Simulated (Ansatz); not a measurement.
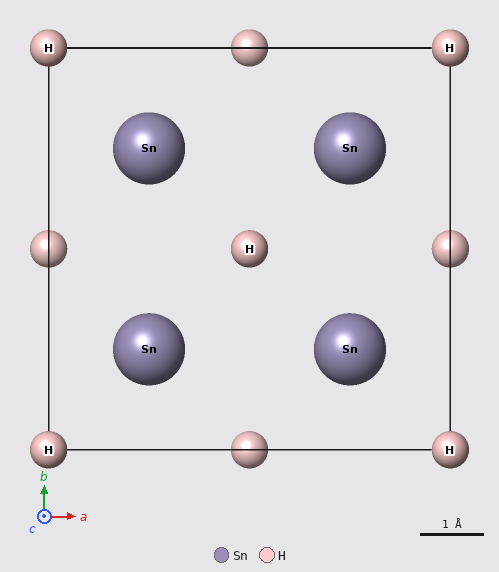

This is the input geometry for a relaxation of solid Sn2H (a generated structure, set up in Fm-3m). Style: ball-and-stick. Shown: the conventional cell (4 times the calculation's cell), along the c axis. Lengths and directions refer to the drawn axes.

Theory: DFT PBE, scalar-relativistic, plane waves, PAW (Ansatz 0.2.0).

The input:
```yaml
crystal:
  lattice:
    - [0.0, 3.23536842, 3.23536842]
    - [3.23536842, 0.0, 3.23536842]
    - [3.23536842, 3.23536842, 0.0]
  atoms:
    - { symbol: Sn, position: [0.75, 0.75, 0.75] }
    - { symbol: Sn, position: [0.25, 0.25, 0.25] }
    - { symbol: H, position: [0.0, 0.0, 0.0] }
basis:
  ecutwfc: 420
kpoints:
  mp_grid: { grid: [12, 12, 12] }
hamiltonian:
  xc: pbe
scf:
  occupations: { method: gaussian, width: 0.1 }
output:
  forces: true
  stress: true
  eigenvalues: true
  write_density: true
  write_potential: true
  elf: true
  volumetric_format: npy
relax:
  adjacent_minimum: "off"
  f_tol: 0.01
  max_steps: 80
  cell: { stress_tol: 0.05 }
```

Launched with:
```bash
ansatz run input.yaml --threads 1 --pin off --max-ram 2560MiB --backend cpu --events-out ev --progress --plain --runs-dir out
```

Q: Predict the outcome.

A: Over 3 accepted moves (4 points after the start) the energy falls by 26.0 meV per atom. All forces vanish by symmetry, so only the cell relaxes. Pressure: −3.67 GPa at the start and −0.04 GPa at the end. At 1 point the geometry stayed and the basis and grid were re-selected for the new cell (energy shift of 0.6 meV per atom at most each time). No atom moves by more than 0.005 Å relative to the cell. The drawn cell changes as follows: a = b = c 6.471 → 6.267 Å (−3.1 %); the volume changes by −9.1 %. The space group stays Fm-3m (No. 225). Cost: 30 s on 1 thread of Intel(R) Xeon(R) Processor @ 2.70GHz (shared host), peak memory 0.42 GiB.

History of the run:

```json
{"step": "0", "E − E(0), meV/atom": "0.00", "pressure, GPa": "-3.67", "volume, Å³/atom": "22.578", "note": ""}
{"step": "1", "E − E(0), meV/atom": "-22.42", "pressure, GPa": "1.96", "volume, Å³/atom": "19.745", "note": ""}
{"step": "2", "E − E(0), meV/atom": "-26.46", "pressure, GPa": "-0.32", "volume, Å³/atom": "20.646", "note": ""}
{"step": "3", "E − E(0), meV/atom": "-26.64", "pressure, GPa": "-0.02", "volume, Å³/atom": "20.515", "note": ""}
{"step": "4", "E − E(0), meV/atom": "-26.03", "pressure, GPa": "-0.04", "volume, Å³/atom": "20.515", "note": "same geometry, new basis"}
```

The structure at the end:

```
CELL_PARAMETERS angstrom
0.00000 3.13368 3.13368
3.13368 0.00000 3.13368
3.13368 3.13368 0.00000
ATOMIC_POSITIONS crystal
Sn 0.75000 0.75000 0.75000
Sn 0.25000 0.25000 0.25000
H 0.00000 0.00000 0.00000
```

After the run, drawn alike:

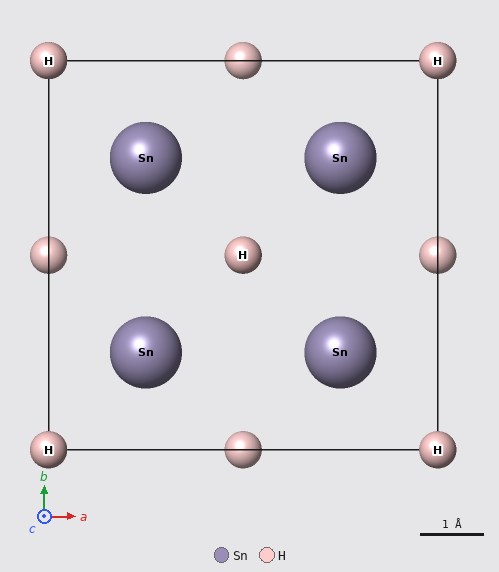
